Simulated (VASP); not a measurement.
Run report: Pt, geometry relaxation (part 2 of 2)

The same run, continued: Pt (Fm-3m, 1 atom in the cell); Kohn-Sham DFT of a periodic cell, PBEsol, VASP PAW PBE potentials, recommended, no spin polarisation (VASP 6.6.1); cutoff 600 eV, 16×16×16 k-mesh, methfessel-paxton of 0.1 eV. The structure derives from an entry of the Crystallography Open Database.

Geometry of the input (Å; fractional positions):
```
0.0000  1.9609  1.9609
1.9609  0.0000  1.9609
1.9609  1.9609  0.0000
Pt 0.0000  0.0000  0.0000
```

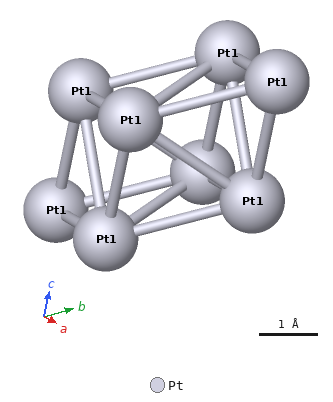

Figure 1. The geometry at step 1 of the log (ball-and-stick view of the cell of the calculation, seen slightly off an axis; atoms are numbered from 1 in the order of the input).

## Parts of OUTCAR, continued
```
 maximum number of plane-waves:       531
 NGX is ok and might be reduce to    24
   NGX = 11   NGY = 11   NGZ = 11

--------------------------------------- Ionic step        1  -------------------------------------------

 number of electron      10.0000000 magnetization

 Free energy of the ion-electron system (eV)
  ---------------------------------------------------
  ext. energy  EPLUGINS =         0.00000000
  ---------------------------------------------------
  free energy    TOTEN  =        -6.96164863 eV

  energy without entropy =       -6.96084148  energy(sigma->0) =       -6.96137958

------------------------ aborting loop because EDIFF is reached ----------------------------------------

  FORCE on cell =-STRESS in cart. coord.  units (eV):
  Direction    XX          YY          ZZ          XY          YZ          ZX
  --------------------------------------------------------------------------------------
  -------------------------------------------------------------------------------------
  Total       -0.1221605     -0.1221605     -0.1221605     -0.0000000      0.0000000      0.0000000
  in kB      -12.9791160    -12.9791160    -12.9791160     -0.0000000      0.0000000      0.0000000
  external PRESSURE =     -12.9791160 kB  Pullay stress =       0.0000000 kB

 VOLUME and BASIS-vectors are now :
 -----------------------------------------------------------------------------
  energy-cutoff  :      600.00
  volume of cell :       15.08
      direct lattice vectors                 reciprocal lattice vectors
     0.000000000  1.960900000  1.960900000    -0.254984956  0.254984956  0.254984956
     1.960900000  0.000000000  1.960900000     0.254984956 -0.254984956  0.254984956
     1.960900000  1.960900000  0.000000000     0.254984956  0.254984956 -0.254984956

 POSITION                                       TOTAL-FORCE (eV/Angst)
 -----------------------------------------------------------------------------------
      0.00000      0.00000      0.00000         0.000000     -0.000000     -0.000000
 -----------------------------------------------------------------------------------
    total drift:                               -0.000000      0.000000      0.000000

  FREE ENERGIE OF THE ION-ELECTRON SYSTEM (eV)
  ---------------------------------------------------
  free  energy   TOTEN  =        -6.9616486282 eV

  energy  without entropy=       -6.9608414846  energy(sigma->0) =       -6.96137958

--------------------------------------- Ionic step        2  -------------------------------------------

 number of electron       9.9999999 magnetization

------------------------ aborting loop because EDIFF is reached ----------------------------------------

  FORCE on cell =-STRESS in cart. coord.  units (eV):
  Direction    XX          YY          ZZ          XY          YZ          ZX
  --------------------------------------------------------------------------------------
  -------------------------------------------------------------------------------------
  Total        0.3686358      0.3686358      0.3686358      0.0000000      0.0000000      0.0000000
  in kB       39.8669302     39.8669302     39.8669302      0.0000000      0.0000000      0.0000000
  external PRESSURE =      39.8669302 kB  Pullay stress =       0.0000000 kB

 VOLUME and BASIS-vectors are now :
 -----------------------------------------------------------------------------
  energy-cutoff  :      600.00
  volume of cell :       14.81
      direct lattice vectors                 reciprocal lattice vectors
    -0.000000000  1.949343735  1.949343735    -0.256496579  0.256496579  0.256496579
     1.949343735  0.000000000  1.949343735     0.256496579 -0.256496579  0.256496579
     1.949343735  1.949343735  0.000000000     0.256496579  0.256496579 -0.256496579

 POSITION                                       TOTAL-FORCE (eV/Angst)
 -----------------------------------------------------------------------------------
     -0.00000      1.94934      1.94934         0.000000      0.000000      0.000000
 -----------------------------------------------------------------------------------
    total drift:                               -0.000000     -0.000000      0.000000

  FREE ENERGIE OF THE ION-ELECTRON SYSTEM (eV)
  ---------------------------------------------------
  free  energy   TOTEN  =        -6.9595260694 eV

  energy  without entropy=       -6.9587939251  energy(sigma->0) =       -6.95928202

--------------------------------------- Ionic step        3  -------------------------------------------

 number of electron       9.9999999 magnetization

 Free energy of the ion-electron system (eV)
  ---------------------------------------------------
  ext. energy  EPLUGINS =         0.00000000
  ---------------------------------------------------
  free energy    TOTEN  =        -6.96192981 eV

  energy without entropy =       -6.96114206  energy(sigma->0) =       -6.96166722

 E-fermi :  11.1593     XC(G=0): -13.6561     alpha+bet :-16.6909

 val. band max:       11.1532801078   @ k =  -0.4375   0.1250   0.0625
 cond. band min:      11.1843548493   @ k =  -0.4375   0.3125   0.0000
 fundamental gap:      0.0310747415
 Fermi energy:        11.1593131045

 k-point     1 :       0.0000    0.0000    0.0000
  band No.  band energies     occupation
      1       0.8374      2.00000
      2       7.3469      2.00000
      3       7.3469      2.00000
      4       7.3469      2.00000
      5       9.5426      2.00000
      6       9.5426      2.00000
      7      25.7968      0.00000
      8      30.7815      0.00000
      9      30.7815      0.00000

 k-point     2 :       0.0625    0.0000    0.0000
  band No.  band energies     occupation
      1       0.9954      2.00000
      2       7.2753      2.00000
      3       7.4100      2.00000
      4       7.4100      2.00000
      5       9.5068      2.00000
      6       9.5068      2.00000
      7      26.0444      0.00000
      8      29.9535      0.00000
      9      31.0255      0.00000

 k-point     3 :       0.1250    0.0000    0.0000
  band No.  band energies     occupation
      1       1.4512      2.00000
      2       7.0999      2.00000
      3       7.5684      2.00000
      4       7.5684      2.00000
      5       9.4392      2.00000
      6       9.4392      2.00000
      7      26.6988      0.00000
      8      28.3068      0.00000
      9      31.7288      0.00000

 k-point     4 :       0.1875    0.0000    0.0000
  band No.  band energies     occupation
      1       2.1374      2.00000
      2       6.9352      2.00000
      3       7.7175      2.00000
      4       7.7175      2.00000
      5       9.4623      2.00000
      6       9.4623      2.00000
      7      26.4603      0.00000
      8      27.4334      0.00000
      9      32.7940      0.00000

 k-point     5 :       0.2500    0.0000    0.0000
  band No.  band energies     occupation
      1       2.8969      2.00000
      2       6.9823      2.00000
      3       7.7271      2.00000
      4       7.7271      2.00000
      5       9.7155      2.00000
      6       9.7155      2.00000
      7      24.4694      0.00000
      8      27.5548      0.00000
      9      33.8503      0.00000

 [... the levels of 18 k-points are left out ...]

 k-point    24 :      -0.0625    0.0625    0.0000
  band No.  band energies     occupation
      1       1.2537      2.00000
      2       7.1434      2.00000
      3       7.4980      2.00000
      4       7.5425      2.00000
      5       9.3467      2.00000
      6       9.5691      2.00000
      7      26.4344      0.00000
      8      29.1722      0.00000
      9      30.8540      0.00000

 [... further k-points ...]

------------------------ aborting loop because EDIFF is reached ----------------------------------------

  FORCE on cell =-STRESS in cart. coord.  units (eV):
  Direction    XX          YY          ZZ          XY          YZ          ZX
  --------------------------------------------------------------------------------------
  -------------------------------------------------------------------------------------
  Total        0.0002073      0.0002073      0.0002073      0.0000000      0.0000000     -0.0000000
  in kB        0.0221301      0.0221301      0.0221301      0.0000000      0.0000000     -0.0000000
  external PRESSURE =       0.0221301 kB  Pullay stress =       0.0000000 kB

 VOLUME and BASIS-vectors are now :
 -----------------------------------------------------------------------------
  energy-cutoff  :      600.00
  volume of cell :       15.01
      direct lattice vectors                 reciprocal lattice vectors
    -0.000000000  1.957937877  1.957937877    -0.255370717  0.255370717  0.255370717
     1.957937877  0.000000000  1.957937877     0.255370717 -0.255370717  0.255370717
     1.957937877  1.957937877  0.000000000     0.255370717  0.255370717 -0.255370717

 POSITION                                       TOTAL-FORCE (eV/Angst)
 -----------------------------------------------------------------------------------
      0.00000      0.00000      0.00000        -0.000000      0.000000     -0.000000
 -----------------------------------------------------------------------------------
    total drift:                               -0.000000      0.000000      0.000000

  FREE ENERGIE OF THE ION-ELECTRON SYSTEM (eV)
  ---------------------------------------------------
  free  energy   TOTEN  =        -6.9619298058 eV

  energy  without entropy=       -6.9611420617  energy(sigma->0) =       -6.96166722

 reached required accuracy - stopping structural energy minimisation
```

## CONTCAR
```
Pt
   1.00000000000000
    -0.0000000000000000    1.9579378774412843    1.9579378774412843
     1.9579378774412843    0.0000000000000000    1.9579378774412843
     1.9579378774412843    1.9579378774412843    0.0000000000000000
  Pt
     1
Direct
     0.0000000000000000    0.0000000000000000    0.0000000000000000

  0.00000000E+00  0.00000000E+00  0.00000000E+00
```

## Trajectory as extended XYZ (Å, eV, eV/Å), 3 frames, from step=0 to step=2
```
1
Lattice="0.0000 1.9609 1.9609 1.9609 0.0000 1.9609 1.9609 1.9609 0.0000" Properties=species:S:1:pos:R:3:forces:R:3 step=0 energy=-6.96165
Pt    0.0000    0.0000    0.0000    0.0000   0.0000   0.0000
1
Lattice="-0.0000 1.9493 1.9493 1.9493 0.0000 1.9493 1.9493 1.9493 0.0000" Properties=species:S:1:pos:R:3:forces:R:3 step=1 energy=-6.95953
Pt    0.0000    1.9493    1.9493    0.0000   0.0000   0.0000
1
Lattice="-0.0000 1.9579 1.9579 1.9579 0.0000 1.9579 1.9579 1.9579 0.0000" Properties=species:S:1:pos:R:3:forces:R:3 step=2 energy=-6.96193
Pt    0.0000    0.0000    0.0000    0.0000   0.0000   0.0000
```
